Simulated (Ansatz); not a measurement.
Input of the run:

```
crystal:
  lattice:
    - [0.0, 3.6275694272, 3.42320414]
    - [3.6275694272, 0.0, 3.42320414]
    - [3.6275694272, 3.6275694272, 0.0]
  atoms:
    - { symbol: Pb, position: [0.0, 0.0, 0.0] }
    - { symbol: Se, position: [0.25, 0.25, 0.25] }
kpoints:
  mp_grid: { grid: [6, 6, 6] }
  band_path:
    path:
      - [0.0, 0.0, 0.0]
      - [-0.5, -0.5, 0.0]
      - [-0.375, -0.375, 0.25]
      - [-0.375, 0.0, 0.375]
      - [0.0, 0.0, 0.5]
      - [-0.5, -0.25, 0.25]
      - [0.25, -0.25, -0.5]
    npoints: 1
hamiltonian:
  xc: r2scan
scf:
  occupations: { method: fixed }
  n_extra_bands: 4
output:
  forces: true
  stress: true
  eigenvalues: true
```

Run as:
```bash
ansatz run input.yaml --threads 4 --pin off --max-ram 3686MiB --backend cpu --events-out ev --progress --plain --runs-dir out
```

What does the calculation give for the electronic structure?

There is a gap; over the k points computed it is 1.00 eV (indirect; the smallest direct gap is 1.45 eV). The upper group of valence states starts about 2.8 eV under the valence-band top, with a gap beneath it; it holds about 6 electrons a cell.

Spin-orbit coupling is left out, which matters for Pb.

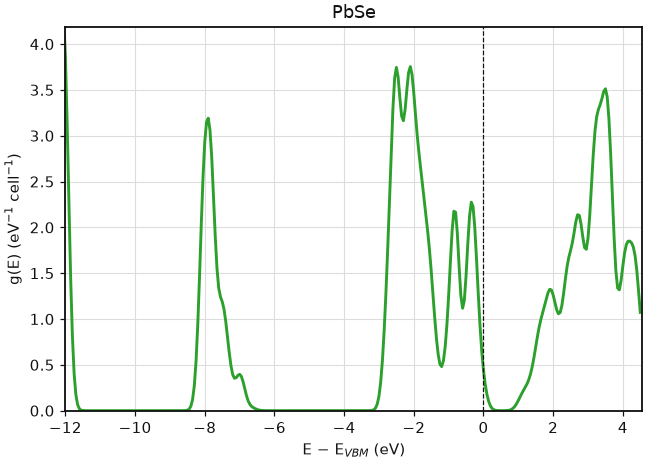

Density of states. Energies are counted from the top of the valence band. The curve is built from the levels of the k mesh with Gaussians 0.3 eV wide, which also blur the band edges.
